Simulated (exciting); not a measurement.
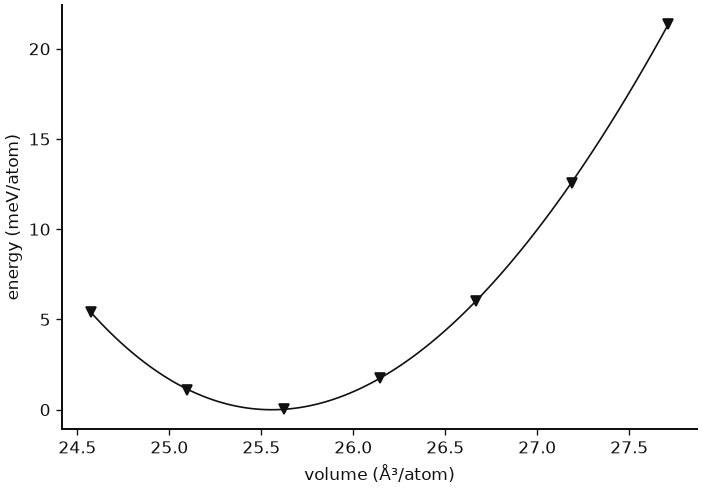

Method: all-electron LAPW DFT, no spin polarisation; energies at scaled volumes of the given cell, shape and fractions fixed, counted from the fit's minimum, third-order Birch-Murnaghan fit (exciting sodium). Level: PBEsol.

k mesh 11×11×11; occupations Fermi–Dirac; smearing width 0.05 eV; potentials all electron LAPW+lo, shipped species files; program settings rgkmax 9.

Starting cell:
```xyz
1
Lattice="-1.6255 1.6255 2.4737 1.6255 -1.6255 2.4737 1.6255 1.6255 -2.4737" Properties=species:S:1:pos:R:3 pbc="T T T"
In    0.0000    0.0000    0.0000
```

**Figure.** Energy against volume for In, space group I4/mmm (No. 139).

A third-order Birch–Murnaghan fit gives V0 = 25.56 Å³/atom, B0 = 42.9 GPa and B′ = 3.8. The energy is 5.40 meV/atom at volume 24.57 Å³/atom and 21.36 meV/atom at 27.71 Å³/atom; the lowest computed point is at volume 25.62 Å³/atom (0.06 meV/atom), in a single well.

Keep in mind: shape and atomic fractions are frozen while scaling, which makes layered, chain and framework solids too stiff.
